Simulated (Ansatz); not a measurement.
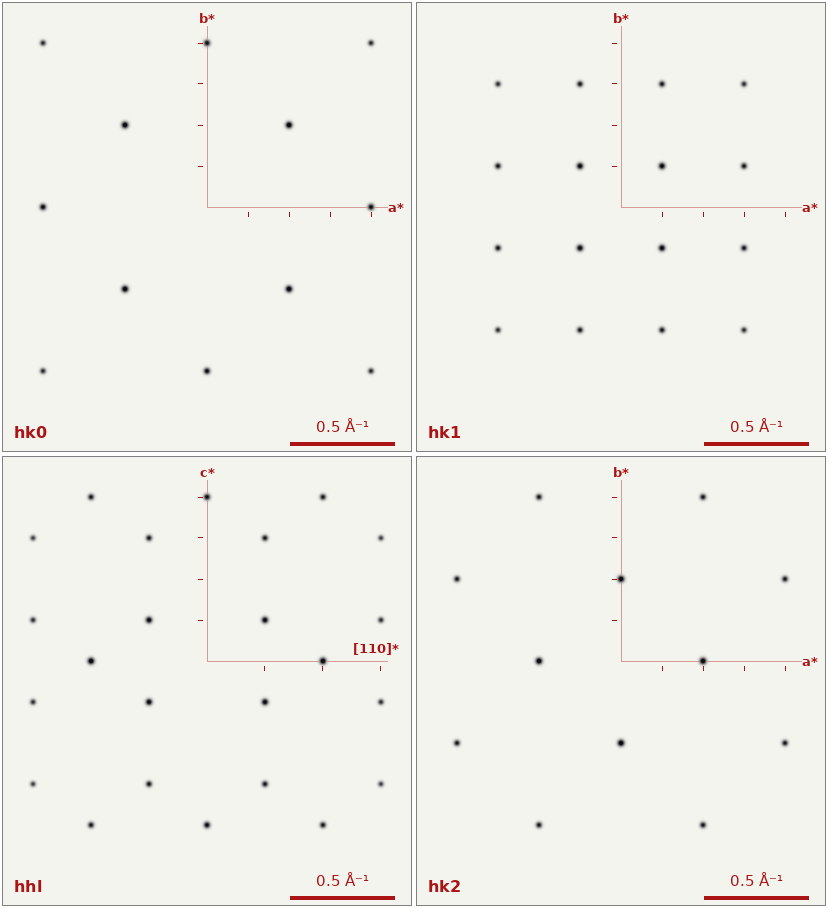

Four undistorted layers of reciprocal space, calculated for a single crystal (X-rays, kinematic |F|², B = 0.5 Å²). Tick marks count the reciprocal lattice steps of the conventional cell along each axis.

Question: What cell do the layers give?

Answer: a* = 0.199, b* = 0.199, c* = 0.199 Å⁻¹; the cell is cubic with a = 5.03 Å.

Question: List the systematic absences.

Answer: Reflections are present only under these conditions. hkl: h + k = 2n, h + l = 2n; hk0: h = 2n, h + k = 4n; hhl: h + l = 2n; h00: h = 4n. The lattice is face-centred (F). Further gaps, such as 2 2 2, 4 4 2, come from atoms on special positions, not from the group's general conditions.

Question: Which space groups fit?

Answer: The intensities have Laue symmetry m-3m (the hk0 layer shows 4mm, hk1 shows 4mm). With these conditions only Fd-3m (No. 227) fits. The compound is Ni. Structure: coordinates from a relaxation with DFT, r2SCAN, plane waves (500 eV) with PAW, scalar-relativistic (Ansatz 0.2.0); the starting structure was generated, so it need not be a known form of this composition.
